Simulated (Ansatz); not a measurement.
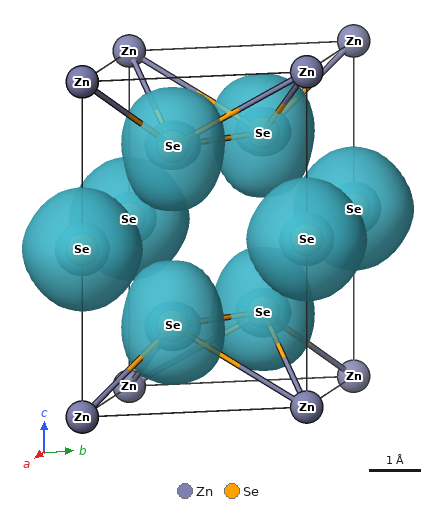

*ZnSe$_{5}$. Isosurface of the electron localisation function at 0.65 (cyan), seen slightly off an axis. Core shells and regions of very low density are left out. Sticks mark near contacts.*

Space group P6/mmm; a structure generated by program, which may or may not match a known phase.

Level of theory: Ansatz, DFT PBE, scalar-relativistic, plane waves, PAW.

In a PAW calculation such maps are meaningful between the atoms, not at the nuclei.

> Describe the localisation domains.

The ELF exceeds this value in five regions wrapped around Se (the valence shell of each), counted in one cell of 6 atoms. Regions shared between cells count once. Profiles from the grid: Se–Se (2.71 Å): the ELF is about 0.45 at the midpoint. Zn–Se (3.12 Å): the ELF is about 0.25 at the midpoint (no localised pair shows between them).
